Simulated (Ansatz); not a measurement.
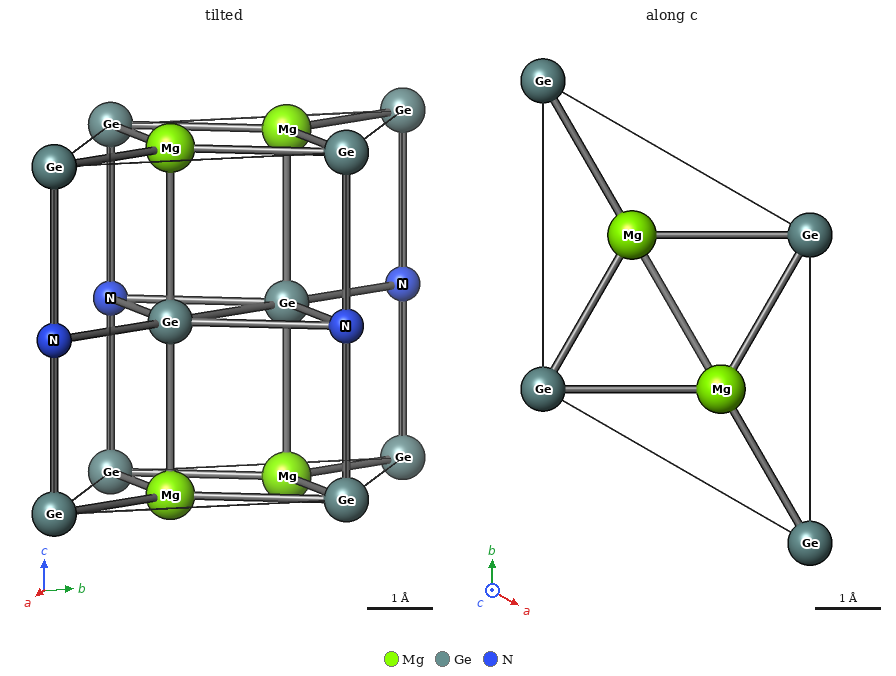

Structure drawing (ball-and-stick), viewed slightly off an axis and along the c axis. Atoms at the boundary of the conventional unit cell (the box) are drawn once for each face, edge or corner they touch. Cell: a = 4.78 Å, b = 4.78 Å, c = 5.41 Å, α = 90.00°, β = 90.00°, γ = 120.00°.

Provenance: a random cell made by a generator, so it need not be a real form of the compound. Earlier steps of the study may have refined or changed the cell and positions. Ansatz was used for an electronic-structure calculation on it.

What structure is drawn here?

Its composition is Mg2Ge3N. Space group P6/mmm (No. 191), lattice primitive hexagonal. With Z = 1, the cell contains 2 Mg, 3 Ge, 1 N. The coordination, counted out to bonding distance, is Mg 5, Ge 8 and N 8.

Calculation details: DFT PBE, scalar-relativistic, plane waves, PAW in Ansatz; 420 eV cutoff, a 12×12×8 mesh of k-points, Gaussian smearing of 0.1 eV, no spin polarisation.

Metal or not?

A metal: bands cross the Fermi level.

What does a Bader analysis give?

Mg +1.36 e; Ge -1.41 to -0.20 e; N -0.92 e.

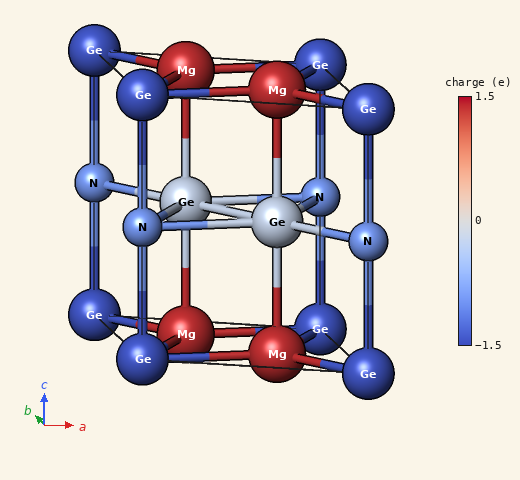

The atoms coloured by those charges. The run's cell of 6 atoms is drawn.

Has the structure come to rest?

Yes. All forces vanish to within 0.01 eV/Å. The pressure is 0.0 GPa, close to zero.
